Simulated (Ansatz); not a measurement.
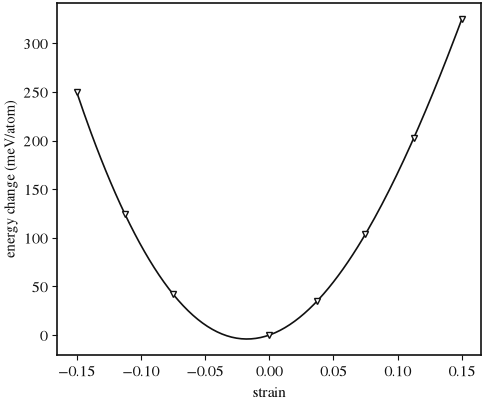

The plot gives the computed energy change against strain for HfN, space group F-43m (No. 216).

The given structure:
```
CELL_PARAMETERS angstrom
0.00000 2.45482 2.45482
2.45482 0.00000 2.45482
2.45482 2.45482 0.00000
ATOMIC_POSITIONS crystal
Hf 0.00000 0.00000 0.00000
N 0.75000 0.75000 0.75000
```

Calculation (Ansatz 0.2.0): homogeneous strain of a crystal along one Voigt pattern with engineering shear, fractional coordinates fixed, by plane-wave density functional theory with PAW datasets, free energies less that of the undisturbed cell, pressure positive in compression; scalar-relativistic. Level: PBEsol, no spin polarisation.

- wave cutoff: 420 eV
- k mesh: 16×16×16
- occupations: Gaussian
- smearing width: 0.15 eV
- k shift: (0, 0, 0) (mesh steps)
- start: as given
- strain pattern: (0, 0, 1, 0, 0, 0) (xx yy zz yz xz xy with engineering shear)

From this curve and the settings, what does the calculation give for the tensile stress summed over the strain pattern and pressure at the same points?

The tensile stress summed over the strain pattern rises from −42.4 GPa at strain −0.1500 to 38.4 GPa at 0.1500, and changes sign near −0.017. The pressure falls from 33.3 GPa at strain −0.1500 to −24.3 GPa at 0.1500, and changes sign near −0.023.

| strain | tensile stress summed over the strain pattern (GPa) | pressure (GPa) |
| --- | --- | --- |
| −0.1500 | −42.4 | 33.3 |
| −0.1125 | −30.0 | 21.4 |
| −0.0750 | −17.7 | 11.2 |
| 0.0000 | 5.0 | −5.0 |
| 0.0375 | 15.2 | −11.3 |
| 0.0750 | 24.3 | −16.5 |
| 0.1125 | 32.2 | −20.8 |
| 0.1500 | 38.4 | −24.3 |

Caveats: no spin polarisation, a magnetic state may lie lower; reference crystal is not relaxed.
